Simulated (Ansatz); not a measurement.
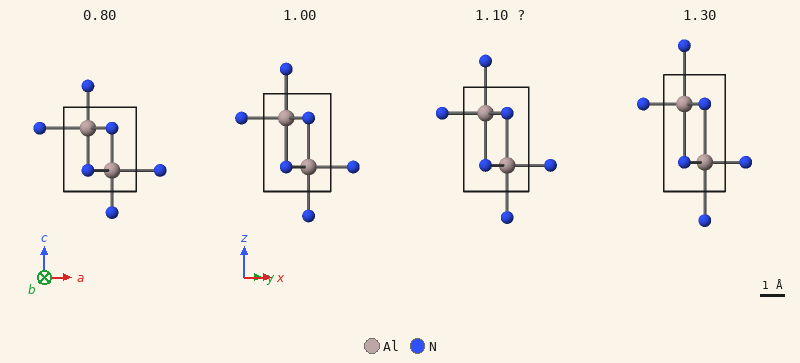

A scan of solid AlN (P6_3/mmc): the ratio of the cell's length along z to its lengths across, counted as 1 for the reference, is changed at fixed volume (a c/a path), with the atoms kept at their fractional coordinates. x, y and z are the Cartesian axes of the input. The picture is a ball-and-stick view of the cell of the calculation, seen along the b axis.

Theory: DFT PBEsol, scalar-relativistic, plane waves, PAW (Ansatz). (plane-wave cutoff 420 eV; k-point mesh 12 × 12 × 6; occupations gaussian; smearing width 0.05 eV; no spin polarisation). Energies (free energies at the smearing named) are counted from the cell as listed in its source, which wasn't relaxed.

```csv
axial ratio over its reference value,ΔE (meV/atom)
0.80,234.9
0.85,111.0
0.92,24.8
0.96,5.0
1.00,0.0
1.05,10.4
1.10,?
1.20,126.6
1.30,265.5
```

Question: Fill in the missing row.

Answer: A straight line between the two neighbours gives 49.1 meV/atom. A cubic through the four nearest rows (1.00, 1.05, 1.20, 1.30) gives, with Lagrange weights, (−0.3333)(0.0) + (1.0667)(10.4) + (0.3333)(126.6) + (−0.0667)(265.5) = 35.6 meV/atom. The calculation gives 36.1 meV/atom, so the cubic is 0.5 meV/atom too low and the straight line 13.0 meV/atom too high, as the curve bends upwards here.

The whole profile:

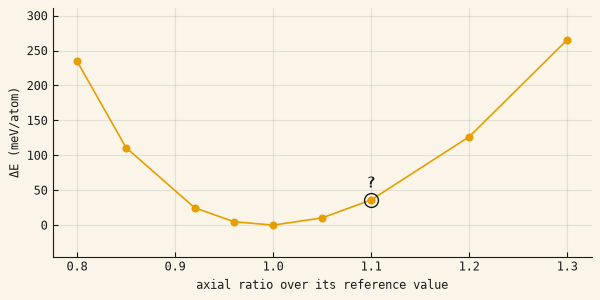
